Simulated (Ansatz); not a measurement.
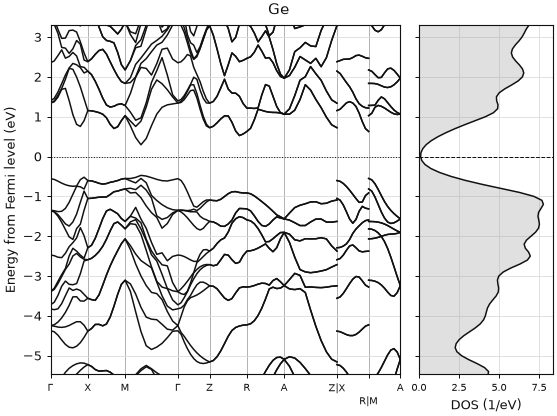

Band structure and density of states. Energies are counted from the Fermi level. The DOS curve is built from the levels of the k mesh with Gaussians 0.55 eV wide, which also blur the band edges; ripples of that width can come from the mesh.

System: Ge, space group P4_32_12, 12 atoms in the cell.

```xyz
12
Lattice="5.9300 0.0000 0.0000 0.0000 5.9300 0.0000 0.0000 0.0000 6.9800" Properties=species:S:1:pos:R:3 pbc="T T T"
Ge    2.2237    0.9885    5.2350
Ge    1.9765    5.1887    3.4900
Ge    3.7062    4.9415    1.7450
Ge    3.9535    0.7412    0.0000
Ge    5.1887    1.9765    3.4900
Ge    4.9415    3.7062    5.2350
Ge    0.7412    3.9535    0.0000
Ge    0.9885    2.2237    1.7450
Ge    3.4097    2.5202    1.7450
Ge    5.4852    5.4852    3.4900
Ge    2.5202    3.4097    5.2350
Ge    0.4447    0.4447    0.0000
```

Method: r2SCAN, Ansatz PAW, no spin polarisation, no spin-orbit coupling, 5×5×4 k mesh, 500 eV cutoff, Fermi-Dirac smearing of 0.05 eV (Ansatz 0.2.0).

Q: Is there a gap? Give its size, its kind and where the band edges lie.

A: A semiconductor. The gap along this path is 0.77 eV and direct: both edges lie between M and Γ. At M the top valence band lies only 0.08 eV lower.

Q: How much do the top valence band and the lowest conduction band disperse along the path?

A: The top valence band spans 1.1 eV and the lowest conduction band 1.5 eV.

Spin-orbit coupling is left out, which matters for Ge. The PAW data sets were made with another functional. LDA, GGA and most meta-GGA functionals understate gaps. This isn't the form of Ge at room conditions, which is diamond.
